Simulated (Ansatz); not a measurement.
**Geometry relaxation, with input and output: Ti6H2O13 (part 1 of 5)**

- system: Ti6H2O13 (slab, 21 atoms in the cell)
- method: DFT PBE+D3(BJ), scalar-relativistic, plane waves, PAW, no spin polarisation (Ansatz 0.2.0)

The structure derives from an entry of the Crystallography Open Database. The input holds or restrains some coordinates.

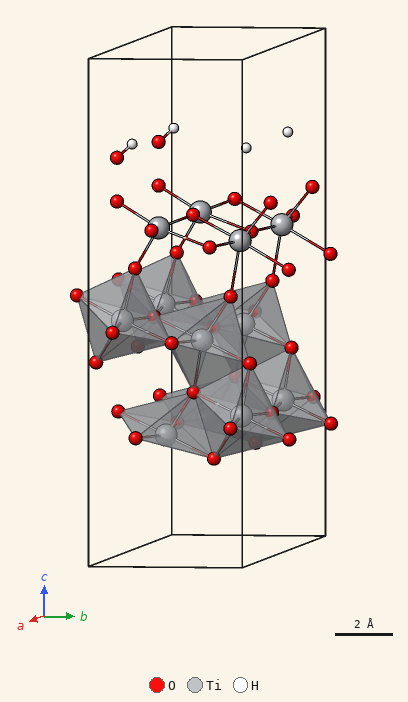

The structure as given in the input (polyhedral view of the 2 × 1 repeat of the cell, with the vacuum cut short, seen slightly off an axis; polyhedra are completed across the faces of the cell).

Results in brief:

- outcome: converged under the restraints of the input
- electrons treated: 152
- free energy: −22433.8121 eV
- work function, top face: 5.33 eV
- work function, bottom face: 5.72 eV
- Fermi energy: −0.150 eV
- gap on the k-point mesh: 1.98 eV
- final volume: 560.79 Å³
- work function (upper face): 5.33 eV
- largest force (length of the vector) at the end, held atoms and coordinates included: 4.161 eV/Å
- hardware: 8 threads of Intel Xeon @ 2.50GHz (Skylake/Cascade Lake), 32 GiB of memory available, shared host
- wall time: 20 min (CPU time 2.5 h)
- peak memory: 3 GiB

Remarks:

The program warns: the exchange-correlation potential is rough where the density is thin.

Input:
```yaml
crystal:
  lattice:
    - [3.7873671043, 0.0, 0.0]
    - [-1.8936835521, 5.1467408137, 0.0]
    - [0.0, 0.0, 28.7695230012]
  atoms:
    - { symbol: O, position: [0.3153075005, 0.630615001, 0.2954515443] }
    - { symbol: Ti, position: [0.1353786622, 0.2707573244, 0.3209252744] }
    - { symbol: O, position: [0.5991521661, 0.1983043321, 0.326054102] }
    - { symbol: O, position: [0.9554498239, 0.9108996478, 0.3463990045] }
    - { symbol: Ti, position: [0.4192233278, 0.8384466555, 0.3515278321] }
    - { symbol: O, position: [0.2392944895, 0.4785889789, 0.3770015622] }
    - { symbol: O, position: [0.4506861627, 0.9013723253, 0.4178617749] }
    - { symbol: Ti, position: [0.2707573243, 0.5415146487, 0.443335505] }
    - { symbol: O, position: [0.7345308282, 0.4690616564, 0.4484643326] }
    - { symbol: O, position: [0.0905998423, 0.1811997675, 0.4682716163] }
    - { symbol: Ti, position: [0.5495655892, 0.0991313251, 0.4726651368] }
    - { symbol: O, position: [0.3784049214, 0.7568116818, 0.5003155205] }
    - { symbol: O, position: [0.5970841981, 0.1941671356, 0.539062115] }
    - { symbol: Ti, position: [0.4141978764, 0.8283993109, 0.5714701681] }
    - { symbol: O, position: [0.877537871, 0.7550788054, 0.572043668] }
    - { symbol: O, position: [0.2368696048, 0.4737421445, 0.5998103525] }
    - { symbol: Ti, position: [0.6856549519, 0.3713120286, 0.5921799743] }
    - { symbol: O, position: [0.5290361511, 0.0580770933, 0.6216178243] }
    - { symbol: O, position: [0.5290361511, 0.0580770933, 0.6765370525] }
    - { symbol: H, position: [0.3247410528, 0.1010422942, 0.6897454745] }
    - { symbol: H, position: [0.5032360582, -0.1082594422, 0.6897454745] }
basis:
  ecutwfc: 420
kpoints:
  mp_grid: { grid: [8, 5, 1] }
hamiltonian:
  xc: pbe
  dispersion: d3bj
scf:
  occupations: { method: gaussian, width: 0.05 }
output:
  forces: true
  eigenvalues: true
  write_density: true
  write_potential: true
  elf: true
  volumetric_format: npy
relax:
  adjacent_minimum: "off"
  f_tol: 0.03
  max_steps: 70
  constraints: [{ sites: [0, 1, 2, 3, 4, 5, 6, 7, 8] }]
efield:
  axis: 3
  dipole_correction: true
```

Launched with:
```bash
ansatz run input.yaml --threads 8 --pin off --max-ram 22528MiB --backend cpu --events-out ev --progress --plain --runs-dir out
```

Output:
```
Engine: ansatz 0.2.0, x86_64-unknown-linux-gnu
Pseudopotentials: kind: paw
Pseudopotential: O, paw, valence charge 6, recommended cutoff 420 eV (normal), O.paw.azcp
Pseudopotential: Ti, paw, valence charge 12, recommended cutoff 420 eV (normal), Ti.paw.azcp
Pseudopotential: H, paw, valence charge 1, recommended cutoff 420 eV (normal), H.paw.azcp
Functional definition: PBE
  parameter kappa = 0.804
  parameter beta = 0.06672455060314922
  exchange = pbe_x(kappa = kappa, mu = beta*pi^2/3)
  correlation = pbe_c(beta = beta)
Crystal: 21 atoms, lattice volume = 560.793 Å³
Basis set: ecut = 420 eV, 10963 PW (Γ), exchange–correlation on 54×80×400 points (8 copies of the dense FFT grid, shifted against one another)
Bands: 97, of which v1, the nominal top of the filled ones, is band 76 counted from 1 (75 counted from 0)
Symmetry: 1 space group operations
Space group: P1 (ITA 1), of the structure as read, at distance tolerance 8.2e-5 Å
k-points: 21 of 40 (time reversal used)
Non-local potential: O, projectors of the file, l = 0: 2, l = 1: 2, l = 2: 1
Non-local potential: Ti, projectors of the file, l = 0: 3, l = 1: 2, l = 2: 3, l = 3: 1
Non-local potential: H, projectors of the file, l = 0: 2, l = 1: 1
PAW form: soft (Blöchl's): semilocal exchange-correlation on the pseudo side does not see the compensation charge
PAW one-centre angular grid: O, 110 points (default); XC on 64 Gauss nodes
PAW one-centre angular grid: Ti, 590 points (default); XC on 64 Gauss nodes
PAW one-centre angular grid: H, 110 points (default); XC on 64 Gauss nodes
Initial density: superposition of atomic densities (neutral atoms: chi_scale 0, normalization atom), corrected by the library's trained network
Initial wavefunctions: pseudopotential atomic-orbital guess
Functional: x = pbe(κ = 0.804, μ = 0.2195149727645171), c = pbe(β = 0.06672455060314922)
SCF iter   1: F=—  HF=-22429.094122 eV  |F-HF|=—  |Δ(HF+E_count)|=         —  Δρ=7.63e-3  dr2=6.73e-1  ethr=1.77e-3  p=0.354 e·Å  D=1.14e-1 V/Å  ΔV_dip=-3.29 eV  dr2_dipole=1.84e-1  V_vac-E_F(+/−)=2.74/6.03 eV  ⟨swp⟩=6.4  Hψ=8414  notcnv=0  defer=8
efield: sawtooth ramp at fractional position 0.9426 (placed from the atoms, in the widest stretch of the axis that holds none; the zero of the levels goes with the place), width 0.1000; the density the first Hamiltonian is built on has a dipole p = 0.354 e·Å; the dipole correction subtracts the counter field D = 1.14e-1 V/Å, which shifts the + side's vacuum level by -3.29 eV against the − side's; the planar-averaged density in the ramp window peaks in size at 2.2e-5 e/Å³
preconditioner: auto → Resta (q_TF=auto, 2.195 Å⁻¹)  ε∞=3.5  [insulator: Δε(μ)=1.392 eV  Ē_g=10.058 eV  σ=0.050 eV  W_gap=1.00  n_scr=98 (ndim 8)  ℏωp=16.0 eV  f_vac=0.577  D(μ)=0.00/eV (n_scr^D=0)  ε∞_Penn≈3.5  vacuum switching on, ρ_ref=7.3e-3 e/Å³]
SCF iter   2: F=—  HF=-22429.049672 eV  |F-HF|=—  |Δ(HF+E_count)|=   4.45e-2  Δρ=9.42e-3  dr2=5.55e-1  ethr=4.43e-4  p=0.196 e·Å  D=6.32e-2 V/Å  ΔV_dip=-1.82 eV  dr2_dipole=3.04e-2  V_vac-E_F(+/−)=3.16/4.98 eV  ⟨swp⟩=2.0  Hψ=3493  notcnv=0  defer=330
SCF iter   3: F=—  HF=-22428.990545 eV  |F-HF|=—  |Δ(HF+E_count)|=   5.91e-2  Δρ=2.81e-3  dr2=5.85e-2  ethr=3.65e-4  p=0.244 e·Å  D=7.86e-2 V/Å  ΔV_dip=-2.26 eV  dr2_dipole=6.67e-3  V_vac-E_F(+/−)=2.95/5.21 eV  ⟨swp⟩=2.0  Hψ=3440  notcnv=0  defer=317
SCF iter   4: F=—  HF=-22428.985686 eV  |F-HF|=—  |Δ(HF+E_count)|=   4.86e-3  Δρ=1.24e-3  dr2=6.36e-3  ethr=3.85e-5  p=0.226 e·Å  D=7.29e-2 V/Å  ΔV_dip=-2.10 eV  dr2_dipole=1.08e-4  V_vac-E_F(+/−)=3.01/5.11 eV  ⟨swp⟩=2.4  Hψ=2647  notcnv=0  defer=317
SCF iter   5: F=—  HF=-22428.985934 eV  |F-HF|=—  |Δ(HF+E_count)|=   2.48e-4  Δρ=5.80e-4  dr2=1.87e-3  ethr=4.19e-6  p=0.223 e·Å  D=7.19e-2 V/Å  ΔV_dip=-2.07 eV  dr2_dipole=6.16e-5  V_vac-E_F(+/−)=3.00/5.07 eV  ⟨swp⟩=2.1  Hψ=3140  notcnv=0  defer=307
SCF iter   6: F=—  HF=-22428.986069 eV  |F-HF|=—  |Δ(HF+E_count)|=   1.35e-4  Δρ=2.08e-4  dr2=2.66e-4  ethr=1.23e-6  p=0.226 e·Å  D=7.28e-2 V/Å  ΔV_dip=-2.10 eV  dr2_dipole=3.78e-6  V_vac-E_F(+/−)=2.98/5.08 eV  ⟨swp⟩=2.0  Hψ=2555  notcnv=0  defer=307
SCF iter   7: F=—  HF=-22428.986099 eV  |F-HF|=—  |Δ(HF+E_count)|=   3.01e-5  Δρ=1.29e-4  dr2=9.70e-5  ethr=1.75e-7  p=0.227 e·Å  D=7.31e-2 V/Å  ΔV_dip=-2.10 eV  dr2_dipole=6.18e-8  V_vac-E_F(+/−)=2.97/5.08 eV  ⟨swp⟩=2.0  Hψ=2555  notcnv=0  defer=307
SCF iter   8: F=-22428.986105 eV  HF=-22428.986108 eV  |F-HF|=3.16e-6  |Δ(HF+E_count)|=   8.77e-6  Δρ=5.98e-5  dr2=2.07e-5  ethr=1.48e-8  p=0.227 e·Å  D=7.31e-2 V/Å  ΔV_dip=-2.10 eV  dr2_dipole=1.20e-8  V_vac-E_F(+/−)=2.97/5.08 eV  ⟨swp⟩=17.9  Hψ=19273  notcnv=0
SCF 1 converged in 8 iterations: F = -22428.986105 eV  dr2 = 2.07e-5
  greatest PAW one-centre occupation: 0.999 electrons in one spin orbital (limit 2), on the Ti atom at site 10 (counted from 0), in its partial waves of l = 0
relax step   1: F+E_penalty+E_count = -22428.98610489 eV  Δ(F+E_penalty+E_count) = +0.000e0 eV  max|allowed force component| = 1.010e1 eV/Å  Δτ_max = 0.0000 Å  (8 SCF iters, dr2 threshold 2.25e-5 eV, accepted)
Initial density: handed on by an earlier stage of this run
Initial wavefunctions: those handed on with the density
iter 1 solved again at ethr=7.74e-4 eV; its pass at ethr=3.10e-3 eV (dr2=1.18e0 eV) is discarded
SCF iter   1: F=—  HF=-22431.389533 eV  |F-HF|=—  |Δ(HF+E_count)|=         —  Δρ=1.51e-2  dr2=1.17e0  ethr=7.74e-4  p=0.227 e·Å  D=7.31e-2 V/Å  ΔV_dip=-2.10 eV  dr2_dipole=6.89e-2  V_vac-E_F(+/−)=3.61/5.71 eV  ⟨swp⟩=1.5  Hψ=7604  notcnv=0  defer=182
efield: sawtooth ramp at fractional position 0.9426 (handed on by an earlier solve), width 0.1000; the density the first Hamiltonian is built on has a dipole p = 0.227 e·Å; the dipole correction subtracts the counter field D = 7.31e-2 V/Å, which shifts the + side's vacuum level by -2.10 eV against the − side's; the planar-averaged density in the ramp window peaks in size at 5.1e-6 e/Å³
preconditioner: auto → Resta (q_TF=auto, 2.195 Å⁻¹)  ε∞=3.6  [insulator: Δε(μ)=1.997 eV  Ē_g=9.988 eV  σ=0.050 eV  W_gap=1.00  n_scr=98 (ndim 8)  ℏωp=16.0 eV  f_vac=0.577  D(μ)=0.00/eV (n_scr^D=0)  ε∞_Penn≈3.6  vacuum switching on, ρ_ref=7.2e-3 e/Å³]
SCF iter   2: F=—  HF=-22431.292821 eV  |F-HF|=—  |Δ(HF+E_count)|=   9.67e-2  Δρ=1.22e-2  dr2=7.29e-1  ethr=7.69e-4  p=0.131 e·Å  D=4.23e-2 V/Å  ΔV_dip=-1.22 eV  dr2_dipole=8.95e-3  V_vac-E_F(+/−)=4.01/5.23 eV  ⟨swp⟩=3.0  Hψ=3792  notcnv=0  defer=284
SCF iter   3: F=—  HF=-22431.214599 eV  |F-HF|=—  |Δ(HF+E_count)|=   7.82e-2  Δρ=5.68e-3  dr2=1.65e-1  ethr=4.80e-4  p=0.160 e·Å  D=5.16e-2 V/Å  ΔV_dip=-1.48 eV  dr2_dipole=6.46e-3  V_vac-E_F(+/−)=3.93/5.42 eV  ⟨swp⟩=2.1  Hψ=3310  notcnv=0  defer=312
SCF iter   4: F=—  HF=-22431.197836 eV  |F-HF|=—  |Δ(HF+E_count)|=   1.68e-2  Δρ=1.92e-3  dr2=1.51e-2  ethr=1.09e-4  p=0.144 e·Å  D=4.66e-2 V/Å  ΔV_dip=-1.34 eV  dr2_dipole=9.85e-5  V_vac-E_F(+/−)=3.98/5.32 eV  ⟨swp⟩=2.0  Hψ=2620  notcnv=0  defer=322
SCF iter   5: F=—  HF=-22431.196701 eV  |F-HF|=—  |Δ(HF+E_count)|=   1.14e-3  Δρ=5.77e-4  dr2=1.63e-3  ethr=9.96e-6  p=0.146 e·Å  D=4.70e-2 V/Å  ΔV_dip=-1.35 eV  dr2_dipole=5.20e-5  V_vac-E_F(+/−)=3.93/5.28 eV  ⟨swp⟩=2.0  Hψ=3444  notcnv=0  defer=325
SCF iter   6: F=—  HF=-22431.196881 eV  |F-HF|=—  |Δ(HF+E_count)|=   1.81e-4  Δρ=3.06e-4  dr2=5.92e-4  ethr=1.07e-6  p=0.153 e·Å  D=4.95e-2 V/Å  ΔV_dip=-1.42 eV  dr2_dipole=2.90e-7  V_vac-E_F(+/−)=3.86/5.29 eV  ⟨swp⟩=2.0  Hψ=2690  notcnv=0  defer=325
SCF iter   7: F=-22431.196829 eV  HF=-22431.196858 eV  |F-HF|=2.88e-5  |Δ(HF+E_count)|=   2.34e-5  Δρ=9.88e-5  dr2=7.78e-5  ethr=6.58e-8  p=0.156 e·Å  D=5.04e-2 V/Å  ΔV_dip=-1.45 eV  dr2_dipole=2.71e-6  V_vac-E_F(+/−)=3.83/5.28 eV  ⟨swp⟩=20.0  Hψ=20407  notcnv=0
SCF 2 converged in 7 iterations: F = -22431.196829 eV  dr2 = 7.78e-5
[... from here on the iterations of each SCF are left out, up to the last one ...]
  Residual-converged pass: ⟨swp⟩=1.0  Hψ=2121  notcnv=0  max |occ|·‖R‖ = 7.0e-9 eV (tolerance 1.0e-8 eV)  dr2=7.78e-5  dr2_onsite=4.25e-6  max |Δocc| = 7.8e-71
relax step   2: F+E_penalty+E_count = -22431.19682910 eV  Δ(F+E_penalty+E_count) = -2.211e0 eV  max|allowed force component| = 5.692e0 eV/Å  Δτ_max = 0.1944 Å  (7 SCF iters, dr2 threshold 1.00e-4 eV, accepted)
[... from here on the SCF iterations and repeated set-up lines of each step are left out, up to the last step ...]
SCF 3 converged in 7 iterations: F = -22432.209811 eV  dr2 = 1.42e-5
relax step   3: F+E_penalty+E_count = -22432.20981143 eV  Δ(F+E_penalty+E_count) = -1.013e0 eV  max|allowed force component| = 2.873e0 eV/Å  Δτ_max = 0.1948 Å  (7 SCF iters, dr2 threshold 1.00e-4 eV, accepted)
SCF 4 converged in 6 iterations: F = -22432.557879 eV  dr2 = 3.81e-5
relax step   4: F+E_penalty+E_count = -22432.55787916 eV  Δ(F+E_penalty+E_count) = -3.481e-1 eV  max|allowed force component| = 1.522e0 eV/Å  Δτ_max = 0.1953 Å  (6 SCF iters, dr2 threshold 1.00e-4 eV, accepted)
SCF 5 converged in 6 iterations: F = -22432.785495 eV  dr2 = 5.15e-5
relax step   5: F+E_penalty+E_count = -22432.78549493 eV  Δ(F+E_penalty+E_count) = -2.276e-1 eV  max|allowed force component| = 1.364e0 eV/Å  Δτ_max = 0.1948 Å  (6 SCF iters, dr2 threshold 1.00e-4 eV, accepted)
SCF 6 converged in 7 iterations: F = -22432.934691 eV  dr2 = 1.83e-5
relax step   6: F+E_penalty+E_count = -22432.93469113 eV  Δ(F+E_penalty+E_count) = -1.492e-1 eV  max|allowed force component| = 1.047e0 eV/Å  Δτ_max = 0.2000 Å  (7 SCF iters, dr2 threshold 1.00e-4 eV, accepted)
SCF 7 converged in 7 iterations: F = -22433.032952 eV  dr2 = 1.35e-5
relax step   7: F+E_penalty+E_count = -22433.03295184 eV  Δ(F+E_penalty+E_count) = -9.826e-2 eV  max|allowed force component| = 5.060e-1 eV/Å  Δτ_max = 0.1920 Å  (7 SCF iters, dr2 threshold 1.00e-4 eV, accepted)
SCF 8 converged in 7 iterations: F = -22433.093017 eV  dr2 = 1.42e-5
relax step   8: F+E_penalty+E_count = -22433.09301657 eV  Δ(F+E_penalty+E_count) = -6.006e-2 eV  max|allowed force component| = 3.853e-1 eV/Å  Δτ_max = 0.2000 Å  (7 SCF iters, dr2 threshold 5.98e-5 eV, accepted)
SCF 9 converged in 7 iterations: F = -22433.139595 eV  dr2 = 1.58e-5
relax step   9: F+E_penalty+E_count = -22433.13959466 eV  Δ(F+E_penalty+E_count) = -4.658e-2 eV  max|allowed force component| = 4.732e-1 eV/Å  Δτ_max = 0.1949 Å  (7 SCF iters, dr2 threshold 3.47e-5 eV, accepted)
SCF 10 converged in 7 iterations: F = -22433.173541 eV  dr2 = 1.22e-5
relax step  10: F+E_penalty+E_count = -22433.17354123 eV  Δ(F+E_penalty+E_count) = -3.395e-2 eV  max|allowed force component| = 1.217e0 eV/Å  Δτ_max = 0.1950 Å  (7 SCF iters, dr2 threshold 1.00e-4 eV, accepted)
SCF 11 converged in 7 iterations: F = -22433.232191 eV  dr2 = 2.28e-5
relax step  11: F+E_penalty+E_count = -22433.23219073 eV  Δ(F+E_penalty+E_count) = -5.865e-2 eV  max|allowed force component| = 6.508e-1 eV/Å  Δτ_max = 0.1927 Å  (7 SCF iters, dr2 threshold 1.00e-4 eV, accepted)
SCF 12 converged in 7 iterations: F = -22433.258096 eV  dr2 = 5.36e-6
relax step  12: F+E_penalty+E_count = -22433.25809624 eV  Δ(F+E_penalty+E_count) = -2.591e-2 eV  max|allowed force component| = 3.556e-1 eV/Å  Δτ_max = 0.1932 Å  (7 SCF iters, dr2 threshold 1.00e-4 eV, accepted)
SCF 13 converged in 6 iterations: F = -22433.271192 eV  dr2 = 1.68e-5
relax step  13: F+E_penalty+E_count = -22433.27119194 eV  Δ(F+E_penalty+E_count) = -1.310e-2 eV  max|allowed force component| = 5.456e-1 eV/Å  Δτ_max = 0.1932 Å  (6 SCF iters, dr2 threshold 3.61e-5 eV, accepted)
SCF 14 converged in 7 iterations: F = -22433.300042 eV  dr2 = 4.34e-6
relax step  14: F+E_penalty+E_count = -22433.30004185 eV  Δ(F+E_penalty+E_count) = -2.885e-2 eV  max|allowed force component| = 1.889e-1 eV/Å  Δτ_max = 0.2000 Å  (7 SCF iters, dr2 threshold 8.89e-5 eV, accepted)
SCF 15 converged in 8 iterations: F = -22433.326596 eV  dr2 = 6.32e-7
relax step  15: F+E_penalty+E_count = -22433.32659643 eV  Δ(F+E_penalty+E_count) = -2.655e-2 eV  max|allowed force component| = 1.200e-1 eV/Å  Δτ_max = 0.1955 Å  (8 SCF iters, dr2 threshold 4.28e-6 eV, accepted)
SCF 16 converged in 8 iterations: F = -22433.355823 eV  dr2 = 2.31e-7
relax step  16: F+E_penalty+E_count = -22433.35582319 eV  Δ(F+E_penalty+E_count) = -2.923e-2 eV  max|allowed force component| = 1.316e-1 eV/Å  Δτ_max = 0.1984 Å  (8 SCF iters, dr2 threshold 1.73e-6 eV, accepted)
SCF 17 converged in 7 iterations: F = -22433.393858 eV  dr2 = 6.49e-6
relax step  17: F+E_penalty+E_count = -22433.39385793 eV  Δ(F+E_penalty+E_count) = -3.803e-2 eV  max|allowed force component| = 1.719e-1 eV/Å  Δτ_max = 0.1966 Å  (7 SCF iters, dr2 threshold 7.00e-6 eV, accepted)
SCF 18 converged in 6 iterations: F = -22433.434171 eV  dr2 = 2.28e-5
relax step  18: F+E_penalty+E_count = -22433.43417142 eV  Δ(F+E_penalty+E_count) = -4.031e-2 eV  max|allowed force component| = 2.230e-1 eV/Å  Δτ_max = 0.1947 Å  (6 SCF iters, dr2 threshold 2.96e-5 eV, accepted)
SCF 19 converged in 6 iterations: F = -22433.480269 eV  dr2 = 2.16e-5
relax step  19: F+E_penalty+E_count = -22433.48026862 eV  Δ(F+E_penalty+E_count) = -4.610e-2 eV  max|allowed force component| = 2.487e-1 eV/Å  Δτ_max = 0.1948 Å  (6 SCF iters, dr2 threshold 4.97e-5 eV, accepted)
SCF 20 converged in 6 iterations: F = -22433.528209 eV  dr2 = 1.68e-5
relax step  20: F+E_penalty+E_count = -22433.52820856 eV  Δ(F+E_penalty+E_count) = -4.794e-2 eV  max|allowed force component| = 2.473e-1 eV/Å  Δτ_max = 0.1948 Å  (6 SCF iters, dr2 threshold 6.19e-5 eV, accepted)
SCF 21 converged in 7 iterations: F = -22433.574221 eV  dr2 = 7.52e-6
```
